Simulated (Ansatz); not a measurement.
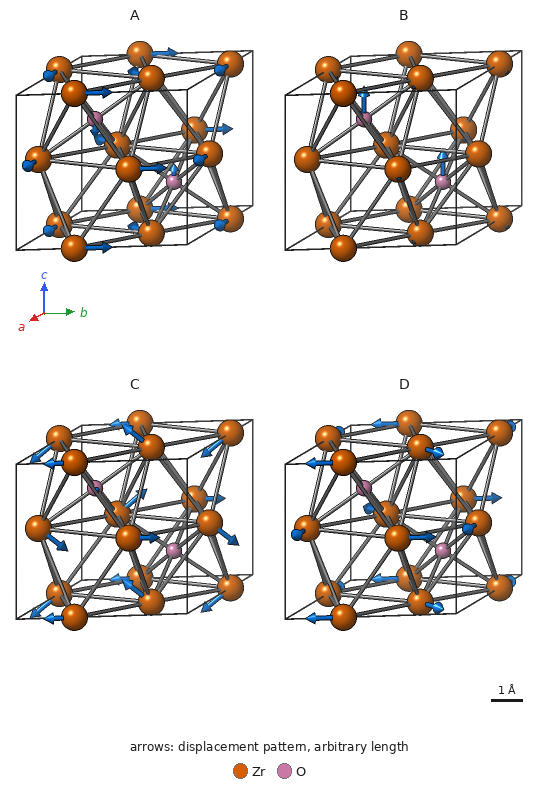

Four optical modes of solid Zr₃O at the zone centre, in no order (one member of each degenerate set). Displacements are drawn as blue arrows; their common scale and sign are arbitrary. Style: ball-and-stick. Shown: the cell of the calculation, slightly off an axis.

The calculation used DFT PBEsol, scalar-relativistic, plane waves, PAW in Ansatz 0.2.0. Settings: plane-wave cutoff 420 eV; k-point mesh 6 × 6 × 8; occupations fermi dirac; smearing width 0.15 eV; no spin polarisation.

The frequencies depend somewhat on the k-mesh and the smearing.

Q: Rank the modes by frequency, softest first.

A: C (100 cm⁻¹), A (170 cm⁻¹), D (205 cm⁻¹), B (440 cm⁻¹). C, E₂: Atoms of one kind move against one another, with no net shift of any sublattice. A, B₁: Atoms of one kind move against one another, with no net shift of any sublattice; the kinetic energy is shared as Zr 99 %, O 1 %. D, A₁: The O atoms stay at rest; atoms of one kind move against one another, with no net shift of their sublattice. B, A₂: The kinetic energy is shared as O 89 %, Zr 11 %. The crystal is metallic in this run.
